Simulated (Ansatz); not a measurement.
System: HCl, space group I4mm (No. 107).

Starting cell:
```
H Cl
1.0
    -1.53935    1.53935    2.18487
     1.53935   -1.53935    2.18487
     1.53935    1.53935   -2.18487
H Cl
1 1
Direct
  0.68441 0.68441 0.00000
  0.98359 0.98359 0.00000
```

How it was computed, with Ansatz 0.2.0: optical phonons of an insulator on the approach to the zone centre along x, y and z with the field of polar modes, imaginary frequencies are negative, field response on a mesh refined by the program; plane waves with PAW datasets. Level: PBEsol, no spin polarisation.

wave cutoff 420 eV; k mesh 8×8×8; occupations fixed; pressure 22 GPa.

Predict the polar optical modes, transverse and longitudinal, for each direction of approach to the zone centre.

Imaginary modes appear, the softest at 168.2i cm⁻¹, so the structure is dynamically unstable. Along x the polar lines lie at 445.5, 2607.3 cm⁻¹; along y the polar lines lie at 445.5, 2607.3 cm⁻¹; along z the polar lines lie at 2688.4 cm⁻¹ (lines above 2 % of the strongest).

| at | frequency (cm⁻¹) | degeneracy | dipole strength ((D/Å)²/amu) |
| --- | --- | --- | --- |
| x | −168.2 | 1 | 9.07 |
| x | 445.5 | 1 | 9.07 |
| x | 2607.3 | 1 | 17.8 |
| y | −168.2 | 1 | 9.07 |
| y | 445.5 | 1 | 9.07 |
| y | 2607.3 | 1 | 17.8 |
| z | −168.2 | 2 | 18.1 |
| z | 2688.4 | 1 | 17.8 |

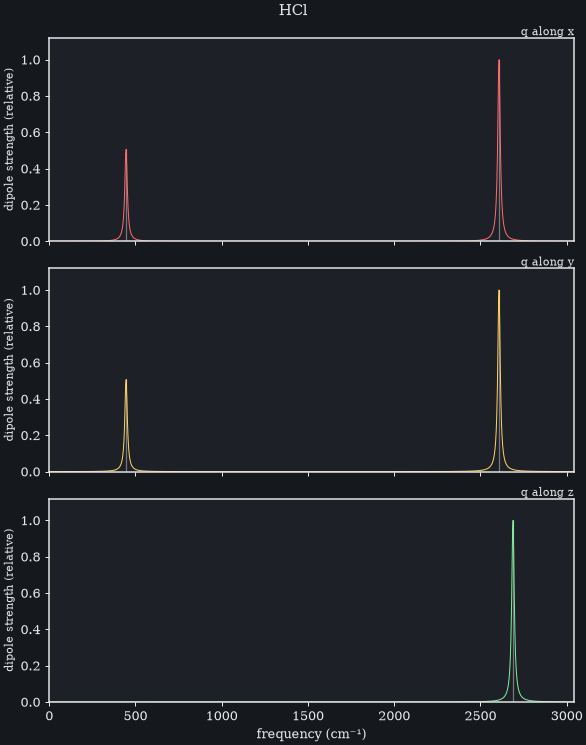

Lines are broadened by Lorentzians of 17 cm⁻¹ full width; each panel is scaled to its strongest line. Modes with imaginary frequency are left out of the spectrum.

Note: coarse k mesh.
